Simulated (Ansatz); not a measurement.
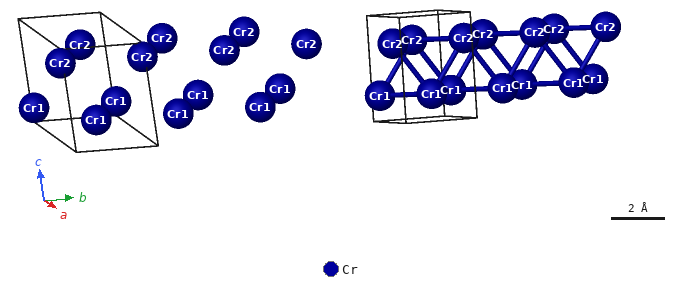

Two geometries of solid Cr (built on the O_12 type) (coarse preliminary run), drawn at one scale. One is the start of a relaxation, the other its converged end. Style: ball-and-stick. Shown: the conventional cell (2 times the calculation's cell), repeated 1 × 3 × 1 with one cell outlined, slightly off an axis. Lengths and directions refer to the drawn axes.

These are results of DFT PBE, scalar-relativistic, plane waves, PAW in Ansatz 0.2.0, not measurements. (plane-wave cutoff 420 eV; k-point mesh 6 × 6 × 6; occupations gaussian; smearing width 0.1 eV; no spin polarisation; cell and atoms relaxed; force threshold 0.04 eV/Å; at most 70 steps)

> Which one is relaxed?

The right one is the relaxed one. Case: O type (C2/m, No. 12). The largest moves relative to the cell, 0.84 Å, are those of Cr1 and Cr2. Cr2 goes along [−2 0 −1]. The volume changes by −24.3 %, with a 5.169 → 4.021 Å (−22.2 %), b 3.281 → 2.840 Å (−13.4 %), c 4.049 → 4.032 Å (−0.4 %), β 117.7° → 90.0°. Some distances before and after: Cr1–Cr2 1.101 → 2.847 Å, Cr1–Cr2 (another image) 3.184 → 2.466 Å, Cr1–Cr1 3.061 → 2.462 Å, Cr1–Cr2 (another image) 3.044 → 2.466 Å. New bonds form: Cr1–Cr1 (3.06 → 2.46 Å), Cr1–Cr2 (another periodic image) (3.04 → 2.47 Å), Cr1–Cr2 (another periodic image) (3.18 → 2.47 Å), Cr2–Cr2 (3.06 → 2.46 Å). Bonds break: Cr1–Cr2 (1.10 → 2.85 Å). The space group (tolerance 0.01 Å) goes from C2/m (No. 12) to Fmmm (No. 69). Over 23 accepted moves (25 points after the start) the energy falls by 24042 meV per atom. The largest force component goes from 340 to 0.00039 eV/Å. Pressure: 668.91 GPa at the start and 0.00 GPa at the end. At 2 points the geometry stayed and the basis and grid were re-selected for the new cell (energy shift of 27.2 meV per atom at most each time).
